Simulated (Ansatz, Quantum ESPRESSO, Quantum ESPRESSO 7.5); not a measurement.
# Ballistic transmission: vacuum gap of 5.0 Å between two Co(111) faces

Wanted: the transmission near the Fermi level and the conductance of this junction: vacuum gap of 5.0 Å between two Co(111) faces.

Main program and level: Quantum ESPRESSO 7.5; plane-wave DFT, PBEsol, GBRV ultrasoft pseudopotentials (cross-check by Ansatz 0.2.0 with PAW datasets).

## (1) The structure

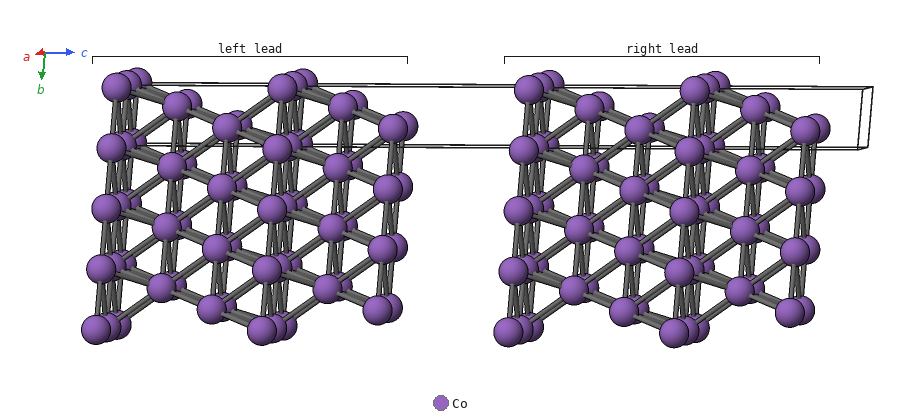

The cell as given, from the side, with the c axis across the page (cobalt purple). 2×4×1 cells are drawn. Some periodic images of atoms are drawn too.

The cell holds 12 atoms: 12 Co. Cell: a = 2.489 Å, b = 2.489 Å, c = 27.355 Å, α = 90.0°, β = 90.0°, γ = 60.0°. It derives from Co. Regions: left lead, 6 atoms (6 Co); right lead, 6 atoms (6 Co). The structure is stacked along c, and the current runs across the ab planes.

## (2) Ground state

One periodic cell holds a stretch of lead, the junction and more lead; the atoms stay as built.

The input, scf.in:

```
&control
  prefix = 'scf'
  outdir = './out'
  pseudo_dir = './pseudo'
  calculation = 'scf'
  tprnfor = .true.
/
&system
  ibrav = 0
  nat = 12
  ntyp = 1
  ecutwfc = 40
  ecutrho = 200
  occupations = 'smearing'
  smearing = 'mv'
  degauss = 0.01
  nspin = 2
  starting_magnetization(1) = 0.28
/
&electrons
  conv_thr = 1e-07
  mixing_beta = 0.25
  electron_maxstep = 120
  mixing_mode = 'local-TF'
/
ATOMIC_SPECIES
  Co  58.9332  co_pbesol_v1.2.uspp.F.UPF
CELL_PARAMETERS angstrom
  2.48901586977665 0.00000000000000 0.00000000000000
  1.24450793488832 2.15555097364920 0.00000000000000
  0.00000000000000 0.00000000000000 27.35500242302231
ATOMIC_POSITIONS crystal
  Co  0.000000000000 0.000000000000 0.000000000000
  Co  0.333333333000 0.333333333000 0.074292552277
  Co  0.666666667000 0.666666667000 0.148585104554
  Co  0.000000000000 0.000000000000 0.222877656831
  Co  0.333333333000 0.333333333000 0.297170209108
  Co  0.666666667000 0.666666667000 0.371462761385
  Co  0.000000000000 0.000000000000 0.554244686339
  Co  0.333333333000 0.333333333000 0.628537238615
  Co  0.666666667000 0.666666667000 0.702829790892
  Co  0.000000000000 0.000000000000 0.777122343169
  Co  0.333333333000 0.333333333000 0.851414895446
  Co  0.666666667000 0.666666667000 0.925707447723
K_POINTS automatic
  11 11 1 0 0 0
```

The run is started by

```bash
$ OMP_NUM_THREADS=1 mpirun -n 4 pw.x -nk 4 -in scf.in > scf.out
```

The program printed:

```text
Program PWSCF v.7.5 starts
[citation notice left out]

     Parallel version (MPI & OpenMP), running on       4 processor cores
     Number of MPI processes:                 4
     Threads/MPI process:                     1

     MPI processes distributed on     1 nodes
[...]
Current dimensions of program PWSCF are:
     Max number of different atomic species (ntypx) = 10
     Max number of k-points (npk) =  40000
     Max angular momentum in pseudopotentials (lmaxx) =  4
     Message from routine setup:
     using ibrav=0 with symmetry is DISCOURAGED, use correct ibrav instead

     K-points division:     npool     =       4
     Subspace diagonalization in iterative solution of the eigenvalue problem:
     a serial algorithm will be used

     G-vector sticks info
     --------------------
     sticks:   dense  smooth     PW     G-vecs:    dense   smooth      PW
     Sum         313     253     85                47441    34001    6625

     Using Slab Decomposition

     bravais-lattice index     =            0
     lattice parameter (alat)  =       4.7036  a.u.
     unit-cell volume          =     990.4198 (a.u.)^3
     number of atoms/cell      =           12
     number of atomic types    =            1
     number of electrons       =       204.00
     number of Kohn-Sham states=          122
     kinetic-energy cutoff     =      40.0000  Ry
     charge density cutoff     =     200.0000  Ry
     scf convergence threshold =      1.0E-07
     mixing beta               =       0.2500
     number of iterations used =            8  local-TF  mixing
     Exchange-correlation= SLA  PW   PSX  PSC
                           (   1   4  10   8   0   0   0)

     celldm(1)=   4.703558  celldm(2)=   0.000000  celldm(3)=   0.000000
     celldm(4)=   0.000000  celldm(5)=   0.000000  celldm(6)=   0.000000

     crystal axes: (cart. coord. in units of alat)
               a(1) = (   1.000000   0.000000   0.000000 )
               a(2) = (   0.500000   0.866025   0.000000 )
               a(3) = (   0.000000   0.000000  10.990288 )

     reciprocal axes: (cart. coord. in units 2 pi/alat)
               b(1) = (  1.000000 -0.577350  0.000000 )
               b(2) = (  0.000000  1.154701  0.000000 )
               b(3) = (  0.000000  0.000000  0.090989 )

     PseudoPot. # 1 for Co read from file:
     ./pseudo/co_pbesol_v1.2.uspp.F.UPF
     Pseudo is Ultrasoft + core correction, Zval = 17.0
     Generated by new atomic code, or converted to UPF format
     Using radial grid of  863 points,  6 beta functions with:
                l(1) =   0
                l(2) =   0
                l(3) =   1
                l(4) =   1
                l(5) =   2
                l(6) =   2
     Q(r) pseudized with  8 coefficients,  rinner =    1.200   1.200   1.200
                                                       1.200   1.200

     atomic species   valence    mass     pseudopotential
     Co               17.00    58.93320     Co( 1.00)

     Starting magnetic structure
     atomic species   magnetization
     Co              0.280

      6 Sym. Ops. (no inversion) found

   Cartesian axes

     site n.     atom                  positions (alat units)
         1        Co     tau(   1) = (   0.0000000   0.0000000   0.0000000  )
         2        Co     tau(   2) = (   0.5000000   0.2886751   0.8164966  )
         3        Co     tau(   3) = (   1.0000000   0.5773503   1.6329932  )
         4        Co     tau(   4) = (   0.0000000   0.0000000   2.4494897  )
         5        Co     tau(   5) = (   0.5000000   0.2886751   3.2659863  )
         6        Co     tau(   6) = (   1.0000000   0.5773503   4.0824829  )
         7        Co     tau(   7) = (   0.0000000   0.0000000   6.0913090  )
         8        Co     tau(   8) = (   0.5000000   0.2886751   6.9078056  )
         9        Co     tau(   9) = (   1.0000000   0.5773503   7.7243021  )
        10        Co     tau(  10) = (   0.0000000   0.0000000   8.5407987  )
        11        Co     tau(  11) = (   0.5000000   0.2886751   9.3572953  )
        12        Co     tau(  12) = (   1.0000000   0.5773503  10.1737919  )

     number of k points=    16  Marzari-Vanderbilt smearing, width (Ry)=  0.0100
                       cart. coord. in units 2pi/alat
        k(    1) = (   0.0000000   0.0000000   0.0000000), wk =   0.0082645
        k(    2) = (   0.0000000   0.1049728   0.0000000), wk =   0.0495868
        k(    3) = (   0.0000000   0.2099456   0.0000000), wk =   0.0495868
        k(    4) = (   0.0000000   0.3149183   0.0000000), wk =   0.0495868
        k(    5) = (   0.0000000   0.4198911   0.0000000), wk =   0.0495868
        k(    6) = (   0.0000000   0.5248639   0.0000000), wk =   0.0495868
        k(    7) = (   0.0909091   0.1574592   0.0000000), wk =   0.0495868
        k(    8) = (   0.0909091   0.2624319   0.0000000), wk =   0.0991736
        k(    9) = (   0.0909091   0.3674047   0.0000000), wk =   0.0991736
        k(   10) = (   0.0909091   0.4723775   0.0000000), wk =   0.0991736
[...]
k(   16) = (   0.2727273  -0.5773503   0.0000000), wk =   0.0495868

     Dense  grid:    47441 G-vectors     FFT dimensions: (  24,  24, 240)

     Smooth grid:    34001 G-vectors     FFT dimensions: (  20,  20, 216)

     Estimated max dynamical RAM per process >     185.22 MB

     Estimated total dynamical RAM >     671.39 MB

     Check: negative core charge=   -0.000058
     Generating pointlists ...
     new r_m :   0.4125 (alat units)  1.9402 (a.u.) for type    1

     Initial potential from superposition of free atoms

     starting charge     191.9999, renormalised to     204.0000
     Starting wfcs are  156 randomized atomic wfcs

     total cpu time spent up to now is        4.3 secs

     per-process dynamical memory:   136.4 Mb

     Self-consistent Calculation

     iteration #  1     ecut=    40.00 Ry     beta= 0.25
     Davidson diagonalization with overlap
     ethr =  1.00E-02,  avg # of iterations =  3.8

     total cpu time spent up to now is       18.0 secs

     total energy              =   -3582.35503887 Ry
     estimated scf accuracy    <     109.86385412 Ry

     total magnetization       =    26.03 Bohr mag/cell
     absolute magnetization    =    27.06 Bohr mag/cell

     iteration #  2     ecut=    40.00 Ry     beta= 0.25
[...]
total energy              =   -3572.67856212 Ry
     estimated scf accuracy    <      36.67120286 Ry

     total magnetization       =    28.28 Bohr mag/cell
[...]
-43.6459 -43.6085 -43.5748 -43.5454 -43.5168 -43.5011 -43.5010 -43.4938
   -43.4904 -43.4893 -43.4893 -43.4861 -43.4816 -43.4790 -43.4779 -43.4693
   -43.4675 -43.4640 -43.4592 -43.4537 -43.4494 -43.4489 -43.4478 -43.4431
   -43.4396 -43.4344 -43.4338 -43.4326 -43.3608 -43.3608 -43.3470 -43.3470
     6.9745   7.1618   7.4636   7.8798   8.3807   8.9557   9.5121  10.0246
    10.3624  10.5610  10.6345  10.6576  12.5044  12.5508  12.5891  12.6559
    12.7209  12.7480  12.7710  12.7887  12.8455  12.8601  12.9249  12.9679
    13.0112  13.0285  13.0448  13.0584  13.0603  13.0772  13.1090  13.1221
    13.1292  13.1407  13.1719  13.1817  13.2022  13.2101  13.2409  13.2732
    13.2799  13.2840  13.3002  13.4099  13.4140  13.4942  13.7715  13.8772
    13.8786  13.9356  13.9545  13.9932  14.0417  14.0533  14.1178  14.1304
    14.1758  14.1824  14.2433  14.2708  14.3574  14.4981  14.5081  14.6403
    14.7109  14.7730  14.8794  14.9496  15.0248  15.5102  15.8264  16.5537
    16.7582  21.9340

          k = 0.0000 0.2099 0.0000 (  4230 PWs)   bands (ev):

   -80.2340 -80.2340 -80.2203 -80.2168 -80.2080 -80.1988 -80.1893 -80.1804
   -80.1770 -80.1754 -80.1278 -80.1278 -43.7138 -43.7110 -43.6945 -43.6732
   -43.6448 -43.6186 -43.5952 -43.5730 -43.5534 -43.5426 -43.5414 -43.5339
   -43.5294 -43.5261 -43.5140 -43.5100 -43.5034 -43.5033 -43.4969 -43.4943
   -43.4924 -43.4862 -43.4829 -43.4804 -43.4717 -43.4679 -43.4601 -43.4534
   -43.4499 -43.4447 -43.4437 -43.4407 -43.4087 -43.4087 -43.3591 -43.3591
     7.8035   7.9783   8.2594   8.6455   9.1086   9.6356  10.1433  10.6028
    10.9035  11.0636  11.1404  11.1496  12.0850  12.1672  12.2583  12.3147
    12.3501  12.3906  12.4516  12.4863  12.5837  12.6039  12.6746  12.7469
    12.8918  12.9214  12.9666  13.0212  13.0407  13.1182  13.1531  13.2023
    13.2111  13.2407  13.2713  13.3233  13.3664  13.3712  13.4025  13.4305
    13.4512  13.4899  13.5101  13.5134  13.5859  13.6145  13.6438  13.6568
    13.7280  13.7497  13.8169  13.8878  13.9164  14.0221  14.0665  14.1260
    14.2189  14.2589  14.2976  14.3890  14.4975  14.5175  14.6594  14.7955
    14.9002  14.9053  14.9778  15.3039  15.8255  16.5715  17.0775  18.1617
    18.2176  22.4214

          k = 0.0000 0.3149 0.0000 (  4216 PWs)   bands (ev):

   -80.2226 -80.2226 -80.2065 -80.2040 -80.1964 -80.1889 -80.1809 -80.1730
   -80.1699 -80.1691 -80.1184 -80.1184 -43.6910 -43.6891 -43.6763 -43.6646
   -43.6597 -43.6564 -43.6464 -43.6312 -43.6149 -43.6048 -43.5925 -43.5876
   -43.5775 -43.5645 -43.5492 -43.5348 -43.5239 -43.5219 -43.5216 -43.5163
   -43.5142 -43.5110 -43.5005 -43.5003 -43.4879 -43.4838 -43.4750 -43.4720
   -43.4646 -43.4638 -43.4593 -43.4583 -43.4567 -43.4517 -43.3749 -43.3749
     9.0162   9.1549   9.3739   9.6648  10.0002  10.3581  10.6880  10.9739
    11.2120  11.4107  11.5560  11.6235  11.6431  11.7020  11.7863  11.8879
    12.0163  12.1629  12.2984  12.3707  12.4597  12.4809  12.5758  12.6528
    12.6745  12.8229  12.9553  13.0551  13.1277  13.1661  13.1755  13.2079
    13.2369  13.2877  13.2985  13.3369  13.3647  13.4518  13.4653  13.5640
    13.6054  13.7188  13.8018  13.8852  13.9761  14.0091  14.0189  14.0678
    14.0992  14.1452  14.1606  14.2123  14.2170  14.2689  14.3106  14.3455
    14.3956  14.4541  14.4732  14.5006  14.5637  14.6860  14.8222  14.8352
    14.9363  15.0123  15.4058  16.0247  16.7652  17.7202  18.4544  19.7705
    20.0301  23.0206

          k = 0.0000 0.4199 0.0000 (  4246 PWs)   bands (ev):

   -80.2121 -80.2121 -80.1929 -80.1914 -80.1853 -80.1798 -80.1737 -80.1672
   -80.1636 -80.1635 -80.1098 -80.1098 -43.7107 -43.7098 -43.7023 -43.6992
   -43.6903 -43.6896 -43.6767 -43.6737 -43.6630 -43.6496 -43.6346 -43.6249
   -43.5972 -43.5734 -43.5553 -43.5515 -43.5460 -43.5390 -43.5384 -43.5336
   -43.5319 -43.5277 -43.5200 -43.5165 -43.5119 -43.5035 -43.5028 -43.4891
   -43.4889 -43.4769 -43.4761 -43.4710 -43.4689 -43.4650 -43.3894 -43.3894
    10.1333  10.2234  10.3451  10.4469  10.4999  10.5854  10.7168  10.8867
    11.0851  11.2739  11.2972  11.3446  11.4288  11.5041  11.5603  11.6213
    11.7417  11.9220  12.1157  12.3352  12.5655  12.7502  12.8351  12.9121
    12.9497  12.9593  13.0003  13.0300  13.0783  13.1000  13.1768  13.2165
    13.3501  13.3739  13.4279  13.5685  13.6798  13.7833  13.9696  13.9962
    14.1208  14.1912  14.2510  14.3570  14.4456  14.4933  14.6008  14.6117
    14.6352  14.6415  14.6622  14.6934  14.7180  14.7410  14.7559  14.7671
    14.7850  14.8019  14.8369  14.9015  14.9390  14.9920  15.0115  15.0428
    15.0621  15.3921  16.1263  16.9465  17.8661  18.8933  19.8662  21.0438
    22.0084  22.7757

          k = 0.0000 0.5249 0.0000 (  4252 PWs)   bands (ev):

   -80.2059 -80.2059 -80.1838 -80.1831 -80.1782 -80.1746 -80.1701 -80.1650
   -80.1601 -80.1601 -80.1046 -80.1046 -43.7447 -43.7432 -43.7351 -43.7246
   -43.7209 -43.7117 -43.7092 -43.6994 -43.6959 -43.6892 -43.6242 -43.6237
   -43.5758 -43.5672 -43.5624 -43.5552 -43.5492 -43.5484 -43.5450 -43.5436
   -43.5423 -43.5412 -43.5375 -43.5328 -43.5259 -43.5189 -43.5117 -43.5000
   -43.4971 -43.4852 -43.4847 -43.4786 -43.4762 -43.4733 -43.3980 -43.3980
    10.4781  10.4890  10.5628  10.5854  10.6850  10.7452  10.8385  10.9313
    10.9930  11.0868  11.1524  11.1540  11.2592  11.3279  11.3737  11.4230
    11.5954  11.8103  12.0556  12.3159  12.5406  12.7051  12.8172  12.8847
    12.9341  13.0072  13.0104  13.0788  13.1375  13.2487  13.3103  13.3234
    13.5260  13.6131  13.7233  13.7693  14.0188  14.0233  14.2034  14.2589
    14.4481  14.4753  14.6579  14.7235  14.7856  14.8111  14.8564  14.9152
    14.9234  14.9358  14.9491  14.9689  14.9952  15.0213  15.0485  15.0572
    15.0863  15.1214  15.1421  15.1616  15.3018  15.8069  16.2833  16.6636
    16.9154  17.0560  17.3089  17.8229  18.3678  18.9197  19.2992  19.5361
    21.8866  22.0404

[...]
the Fermi energy is    15.8435 ev

!    total energy              =   -3579.12113290 Ry
     estimated scf accuracy    <       0.00000007 Ry
     smearing contrib. (-TS)   =      -0.00132806 Ry
     internal energy E=F+TS    =   -3579.11980484 Ry

     The total energy is F=E-TS. E is the sum of the following terms:
     one-electron contribution =   -4750.70056375 Ry
     hartree contribution      =    2485.93623812 Ry
     xc contribution           =    -387.87937595 Ry
     ewald contribution        =    -926.47610326 Ry

     total magnetization       =    19.98 Bohr mag/cell
     absolute magnetization    =    21.92 Bohr mag/cell

     convergence has been achieved in  19 iterations

     Forces acting on atoms (cartesian axes, Ry/au):

     atom    1 type  1   force =     0.00000000    0.00000000    0.00208723
     atom    2 type  1   force =     0.00000000    0.00000000   -0.00237696
     atom    3 type  1   force =     0.00000000    0.00000000    0.00304936
     atom    4 type  1   force =     0.00000000    0.00000000   -0.00657008
     atom    5 type  1   force =     0.00000000    0.00000000    0.01775464
     atom    6 type  1   force =     0.00000000    0.00000000   -0.02506964
     atom    7 type  1   force =     0.00000000    0.00000000    0.02505975
     atom    8 type  1   force =     0.00000000    0.00000000   -0.01775935
     atom    9 type  1   force =     0.00000000    0.00000000    0.00656575
     atom   10 type  1   force =     0.00000000    0.00000000   -0.00302149
     atom   11 type  1   force =     0.00000000    0.00000000    0.00238645
     atom   12 type  1   force =     0.00000000    0.00000000   -0.00210566

     Total force =     0.044855     Total SCF correction =     0.002782

[...]
=------------------------------------------------------------------------------=
   JOB DONE.
=------------------------------------------------------------------------------=
```

Elapsed: 3.1 min, on 4 MPI ranks of Arm Neoverse V1, shared host; peak memory 0.81 GiB; 12 min of CPU time.

Read from the output:

| Property | Result |
| --- | --- |
| free energy | -48696.4238 eV |
| Fermi energy | 15.84 eV |
| magnetization | 19.98 μB |
| absolute magnetization | 21.92 μB |

The program's own clock; routines nest. Time by routine:

```tsv
routine	wall time (s)	calls
PWSCF	187	1
electrons	180.9	1
c_bands	159.3	19
cegterg	142.9	152
h_psi	68.6	512
fftw	42.39	100846
vloc_psi	39.7	512
calbec	22.09	696
sum_band	17.21	19
h_psi:calbec	14.35	512
add_vuspsi	14.32	512
s_psi	14.28	512
cdiaghg	9.11	504
init_run	4.22	1
```

The run needed 19 iterations to bring the estimated error under 1e-07 Ry; the largest force on any atom, held or free, is 0.64 eV/Å. The cell keeps a moment of 20.0 μB.

(Continued in part 2 of 4.)

[Logs are printed without paths, hosts, clocks, repeated set-up lines and the standing remarks that a program may print on its own settings, such as how far it seeks lower states.]

[Hosts, paths, dates, database ids (printed as entryN), source tags and the programs' standing remarks are cut or masked in the printed files.]

[Maps of the electrostatic potential energy from Ansatz leave out the sawtooth potential of an applied field or a dipole correction, so their vacuum need not be flat; planar profiles and work functions include it.]
